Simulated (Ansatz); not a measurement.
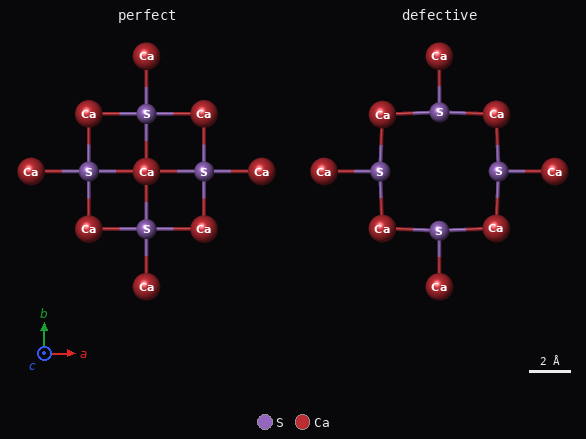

Left: perfect CaS. Right: the same region with one point defect, after relaxing the atoms in a supercell of 64 sites. A ball-and-stick model of the atoms within 6.0 Å of one point, in a slice 5.0 Å thick across the line of sight, seen along the c axis.

Theory: DFT, PBEsol, PAW, plane waves in Ansatz 0.2.0. Set-up: plane-wave cutoff 420 eV; k-point mesh 1 × 1 × 1; mesh shifted by (0.25, 0.25, 0.25); collinear spin. Fermi-Dirac smearing of 0.01 eV. The axes drawn are those of the host's conventional cell.

Q: Which defect is it?

A: A calcium atom is taken out (a vacancy).

The charge state of the cell is 0.

Q: What does the relaxation do around it?

A: Around the empty Ca site the host had 6 S at 2.82 Å; after relaxation the nearest atoms are 6 S at 2.89 to 2.90 Å. Of the host's atoms, a sulfur atom moves furthest from its site, by 0.08 Å. The cell's net moment is 1.99 μB.
